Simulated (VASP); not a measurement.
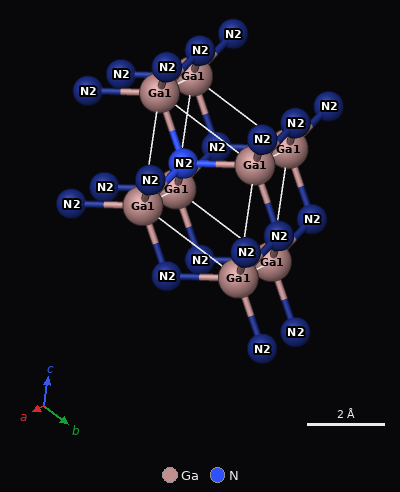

**Figure 1.** The input geometry of run A (ball-and-stick view of the reduced cell, seen slightly off an axis; neighbours outside the cell are drawn fainter; atoms are numbered from 1 in the order of the input). Near neighbours in the crystal (not all of them lie inside the picture): Ga has 4 N at 1.96 Å; N has 4 Ga at 1.96 Å.

# GaN: a changed input and its effect

System: GaN (I-4m2, 2 atoms in the cell).
Method of run A: DFT, PBE, plane waves, PAW (VASP 6.6.1).

The structure was built on a prototype by a generator. The geometry comes from this level: r2SCAN (a point of a series of strains). 

### INCAR, run A
```
ENCUT = 520.000000
SIGMA = 0.020000
EDIFF = 1.00e-07
GGA = PE
PREC = Accurate
IBRION = -1
ISIF = 2
ISMEAR = -1
NBANDS = 16
NELM = 120
NSW = 0
LASPH = .TRUE.
LCHARG = .TRUE.
LELF = .TRUE.
LWAVE = .FALSE.
LREAL = .FALSE.
```

### KPOINTS, run A
```
KPOINTS created by Atomic Simulation Environment
0
Gamma
10 10 10
0 0 0
```

### KPOINTS_OPT, run A
```
special points
6
Reciprocal
0.0000000000 0.0000000000 0.0000000000 1
-0.5000000000 -0.5000000000 0.0000000000 1
-0.3750000000 -0.3750000000 0.2500000000 1
-0.3750000000 0.0000000000 0.3750000000 1
0.0000000000 0.0000000000 0.5000000000 1
-0.5000000000 -0.2500000000 0.2500000000 1
```

### POSCAR, run A
```
Ga N
 1.0000000000000000
     0.0000000000000000    2.2489525415000000    2.2489525415000000
     2.2763897625000000    0.0000000000000000    2.2489525415000000
     2.2763897625000000    2.2489525415000000    0.0000000000000000
 Ga  N
   1   1
Cartesian
  0.0000000000000000  0.0000000000000000  0.0000000000000000
  1.1381948812500000  1.1244762707500000  1.1244762707500000
```

Launched with:
```bash
mpirun -np 1 vasp_std
```

Hardware: 1 CPU thread, shared host.

### OSZICAR and lines of OUTCAR (run A)
```
N       E                     dE             d eps       ncg     rms          rms(c)
DAV:   1     0.826784848941E+02    0.82678E+02   -0.94223E+03  3656   0.203E+03
DAV:   2    -0.828398978840E+01   -0.90962E+02   -0.84487E+02  3792   0.330E+02
DAV:   3    -0.140705879368E+02   -0.57866E+01   -0.57667E+01  3816   0.703E+01
DAV:   4    -0.141362966844E+02   -0.65709E-01   -0.65703E-01  4176   0.809E+00
DAV:   5    -0.141371878406E+02   -0.89116E-03   -0.89115E-03  3896   0.831E-01    0.770E+00
DAV:   6    -0.121460339896E+02    0.19912E+01   -0.49138E+00  4920   0.395E+01    0.268E+00
DAV:   7    -0.121539775562E+02   -0.79436E-02   -0.31691E-01  3600   0.661E+00    0.177E+00
[...]
       N       E                     dE             ncg
DAV:   1     0.251422998281E+04   -0.41281E+04      192
DAV:   2     0.196286492575E+04   -0.55137E+03      224
DAV:   3     0.192641689169E+04   -0.36448E+02      208
DAV:   4     0.192599669098E+04   -0.42020E+00      272
DAV:   5     0.192599181535E+04   -0.48756E-02      208
DAV:   6     0.192599166255E+04   -0.15280E-03      296
DAV:   7     0.192599166031E+04   -0.22421E-05      216
DAV:   8     0.192599166019E+04   -0.11655E-06      240
DAV:   9     0.192599166018E+04   -0.67448E-08      160
[... from OUTCAR:]
   NELECT =      18.0000    total number of electrons
 E-fermi :   5.6030
  free  energy   TOTEN  =       -12.1463056620 eV
  energy  without entropy=      -12.1463056620  energy(sigma->0) =      -12.14630566
```

The input of run B differs as follows (lines with − go, lines with + come):
```diff
-SIGMA = 0.020000
+SIGMA = 0.010000
-GGA = PE
+ALGO = Normal
+METAGGA = R2SCAN
-ISMEAR = -1
+ISMEAR = 0
-LCHARG = .TRUE.
-LELF = .TRUE.
+LCHARG = .FALSE.
```

How does run B compare with run A?

The total energies belong to different methods, so their difference says nothing on which is more stable or more accurate. The gap on the mesh goes from 1.67 to 2.06 eV. The pressure goes from 3.90 to −1.25 GPa. The functional changes from PBE to R2SCAN. The SCF takes 20 iterations against 14.

### OSZICAR and lines of OUTCAR (run B)
```
N       E                     dE             d eps       ncg     rms          rms(c)
DAV:   1     0.722759448383E+02    0.72276E+02   -0.96403E+03  3648   0.208E+03
DAV:   2    -0.206834837180E+02   -0.92959E+02   -0.86432E+02  3760   0.339E+02
DAV:   3    -0.267348931283E+02   -0.60514E+01   -0.60296E+01  3864   0.727E+01
DAV:   4    -0.268039090212E+02   -0.69016E-01   -0.69009E-01  4112   0.840E+00
DAV:   5    -0.268048405881E+02   -0.93157E-03   -0.93156E-03  3952   0.857E-01    0.715E+00
DAV:   6    -0.218072272780E+02    0.49976E+01   -0.35240E+00  4952   0.406E+01    0.248E+00
DAV:   7    -0.218853985898E+02   -0.78171E-01   -0.42400E-01  3536   0.705E+00    0.173E+00
[...]
       N       E                     dE             ncg
DAV:   1     0.247070234527E+04   -0.41716E+04      192
DAV:   2     0.190140978071E+04   -0.56929E+03      216
DAV:   3     0.186337378820E+04   -0.38036E+02      200
DAV:   4     0.186293170915E+04   -0.44208E+00      272
DAV:   5     0.186292678556E+04   -0.49236E-02      208
DAV:   6     0.186292662434E+04   -0.16123E-03      296
DAV:   7     0.186292662182E+04   -0.25218E-05      224
DAV:   8     0.186292662167E+04   -0.14322E-06      248
DAV:   9     0.186292662167E+04   -0.24165E-08      168
[... from OUTCAR:]
   NELECT =      18.0000    total number of electrons
 E-fermi :   5.0456
  free  energy   TOTEN  =       -21.8954986720 eV
  energy  without entropy=      -21.8954986720  energy(sigma->0) =      -21.89549867
```

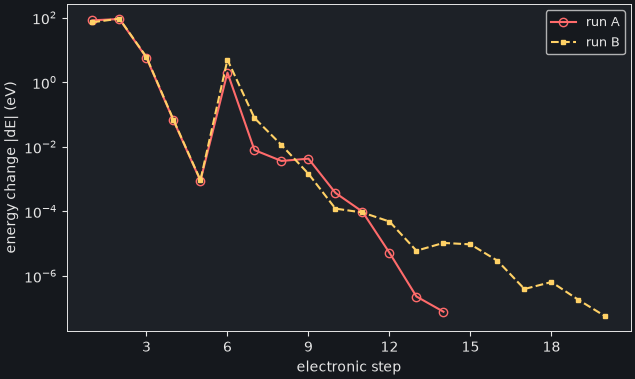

**Figure 2.** Convergence of the two runs: energy change |dE| against the electronic step. Run A takes 14 steps in all, and run B takes 20.

### The two runs side by side

```tsv
quantity	run A	run B
outcome	converged	converged
free energy per atom (eV)	−6.0732	−10.9477
gap on the mesh (eV)	1.67	2.06
pressure (GPa)	3.90	−1.25
largest force (eV/Å)	0.000	0.000
SCF iterations	14	20
irreducible k-points	102	102
```
